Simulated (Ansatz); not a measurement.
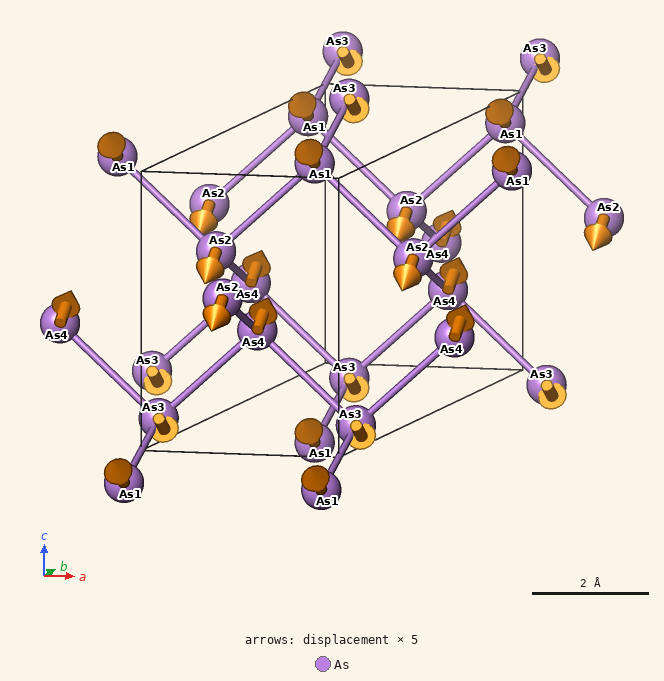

This is a relaxation of a crystal of As (a generated structure, set up in Cmce) (coarse preliminary run). The starting structure is drawn; orange arrows show the displacements (the part carried along by the change of the cell is left out), magnified 5 times.

Style: ball-and-stick. Shown: the conventional cell (2 times the calculation's cell), slightly off an axis. Lengths and directions refer to the drawn axes.

Case: P → As on all its sites, cell and atoms relaxed.

These are results of DFT PBE, scalar-relativistic, plane waves, PAW (Ansatz 0.2.0), not measurements. (plane-wave cutoff 420 eV; k-point mesh 6 × 6 × 4; occupations gaussian; smearing width 0.1 eV; no spin polarisation; cell and atoms relaxed; force threshold 0.05 eV/Å; at most 60 steps)

**What did the optimiser do to the structure, and how much energy did it gain?**

After 4 accepted moves (5 points after the start) the energy has fallen by 75.5 meV per atom. Largest force component: 1.1 eV/Å at the start, 0.0077 eV/Å at the end. Pressure: 6.05 GPa at the start and 0.13 GPa at the end. At 1 point the geometry stayed and the basis and grid were re-selected for the new cell (energy shift of 0.1 meV per atom at most each time). The largest moves relative to the cell, 0.18 Å, are those of As1, As2, As3 and As4. As2 goes along [0 −2 −3]. The drawn cell changes as follows: a 3.549 → 3.748 Å (+5.6 %), b 12.099 → 11.289 Å (−6.7 %), c 4.886 → 4.548 Å (−6.9 %); the volume changes by −8.3 %. Among the contacts that change: As1–As2 2.389 → 2.519 Å, As1–As3 2.427 → 2.496 Å. Bond angles that change, for instance: As2–As1–As3 103.5° → 99.1°. The space group stays Cmce (No. 64).
